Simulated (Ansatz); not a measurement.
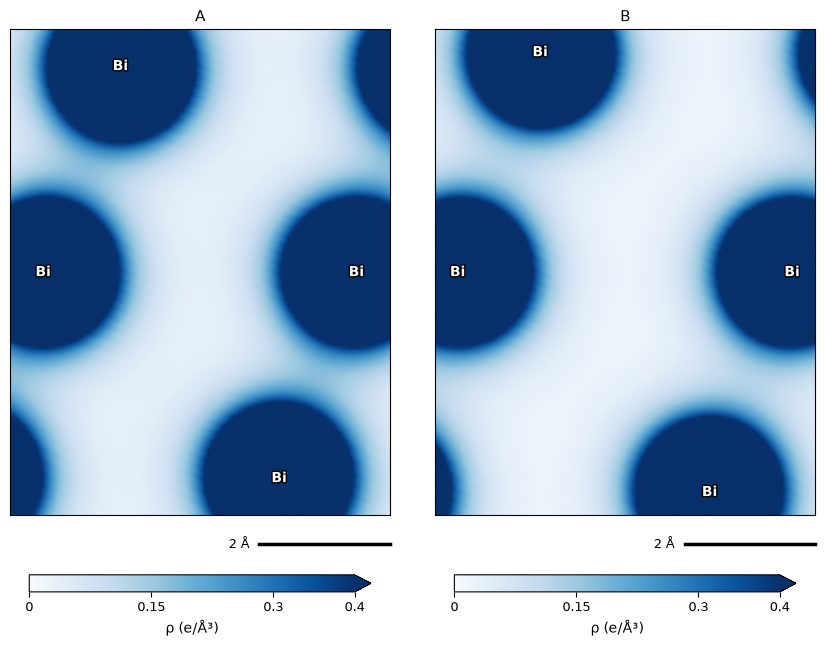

Bi. The valence pseudo-density of two cells that differ in size, on the (001) plane of each (indices in the axes of the calculation cell), at one length scale and on one colour scale: B has 41.1 Å³ an atom and A 33.8.

Level of theory: DFT, BLYP, plane waves (420 eV) with PAW, scalar-relativistic (Ansatz).

The density is the valence pseudo-density of a PAW calculation; it isn't the true density close to the nuclei.

**What changes from the larger cell to the smaller?**

From the larger cell to the smaller, Bi–Bi goes from 3.59 to 3.37 Å, and the density at its midpoint from 0.12 to 0.17 e/Å³; the pressure goes from −3.3 to 4.0 GPa.
